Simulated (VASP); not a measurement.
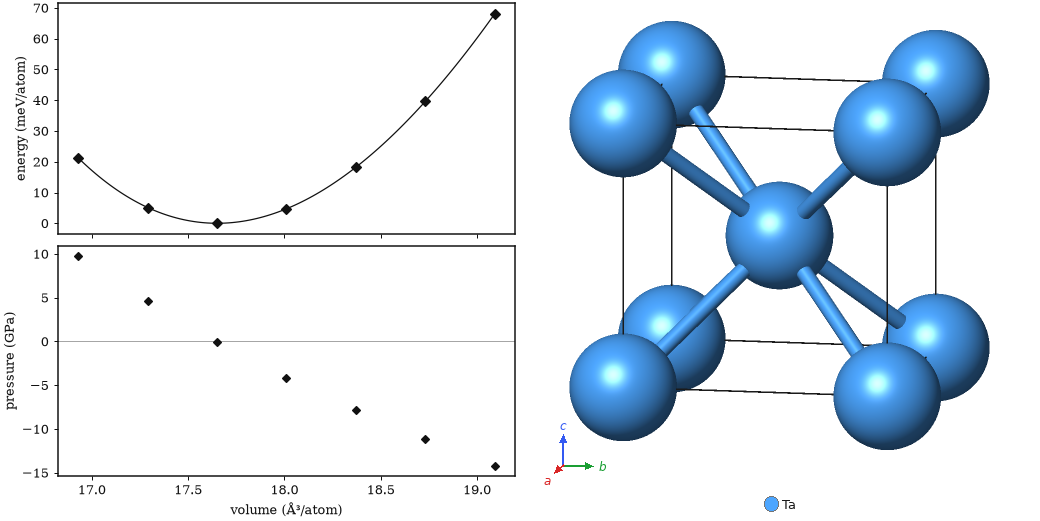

Computed with VASP 6.6.1: plane-wave DFT, no spin polarisation; energies at scaled volumes of the given cell, shape and fractions fixed, counted from the fit's minimum, third-order Birch-Murnaghan fit. Level: PBEsol.

- k mesh: 11×11×11
- occupations: Fermi–Dirac
- smearing width: 0.05 eV
- potentials: VASP PAW PBE potentials, recommended
- wave cutoff: 520 eV

Cell as given: a = 2.860 Å, b = 2.860 Å, c = 2.860 Å, α = 109.47°, β = 109.47°, γ = 109.47°; 1 atom.

Figure. Energy and pressure against volume for Ta, space group Im-3m (No. 229). The conventional cell is drawn beside the plot.

A third-order Birch–Murnaghan fit gives V0 = 17.65 Å³/atom, B0 = 214 GPa and B′ = 4.4. The energy is 21.21 meV/atom at volume 16.93 Å³/atom and 68.06 meV/atom at 19.09 Å³/atom; the lowest computed point is at volume 17.65 Å³/atom (0.00 meV/atom), in a single well. The pressure falls from 9.75 GPa at volume 16.93 Å³/atom to −14.17 GPa at 19.09 Å³/atom, and changes sign near 17.65 Å³/atom.
